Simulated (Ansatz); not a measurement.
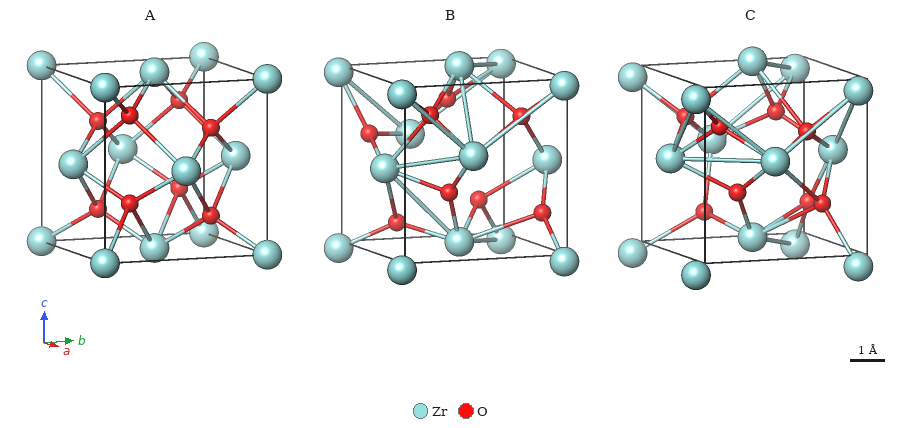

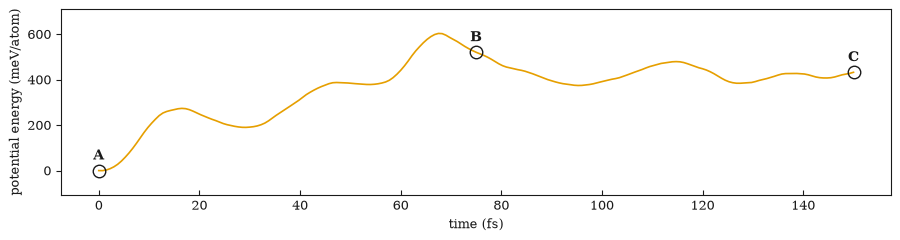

Molecular dynamics of a 12-atom cell of ZrO2 (set up in P4_2/nmc), 150 fs long. The cell was cut from the crystal with space group P4_2/nmc. Frames (A at 0 fs, B at 75 fs, C at 150 fs) and the history of the run. A ball-and-stick model of the simulation cell, seen slightly off an axis. Bonds to atoms that aren't drawn are left out.

Method: DFT PBE-D3(BJ), scalar-relativistic, plane waves, PAW in Ansatz. Settings: plane-wave cutoff 420 eV; k-point mesh 2 × 2 × 2; Fermi-Dirac smearing 0.36 eV; volume 1.05 times that of the relaxed crystal; Langevin thermostat (NVT); set temperature 4200 K; time step 0.75 fs; friction 0.02 per fs.

Q: What happens in this trajectory?

A: In the second half of the run the atoms are, in the root-mean-square, this far from where they began (common drift taken out): O 0.60 Å, Zr 0.46 Å. The run lasts only 150 fs, too short to tell vibration from diffusion. Over the second half the temperature averages 3793 K (spread ±752 K). The potential energy in the second half lies on average 425 meV per atom above the first frame.

Cost: 12 min on 1 thread of Arm Neoverse V1, with other jobs on the host, peak memory 0.49 GiB.

PAW datasets: the set soft_1.
